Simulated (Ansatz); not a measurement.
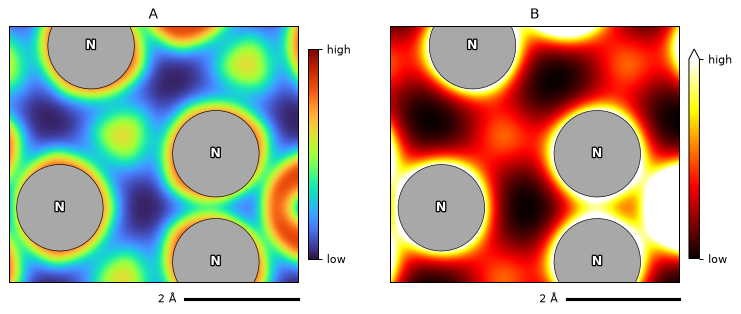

N: 2 fields on the (111) plane of the conventional cell, with unlabelled colour scales. Grey discs cover the atomic cores.

Space group P4₃32.

Level of theory: Ansatz 0.2.0, DFT PBE, scalar-relativistic, plane waves, PAW.

Match the panels to the quantities (electron localisation function and valence pseudo-density).

Panel A: electron localisation function. Panel B: valence pseudo-density. From the grid: N–N (1.92 Å): ρ at the midpoint is about 0.65 e/Å³; the ELF peaks at about 0.80 in the valence shell of N, 0.6 Å from its nucleus, and drops to about 0.40 between the two atoms.
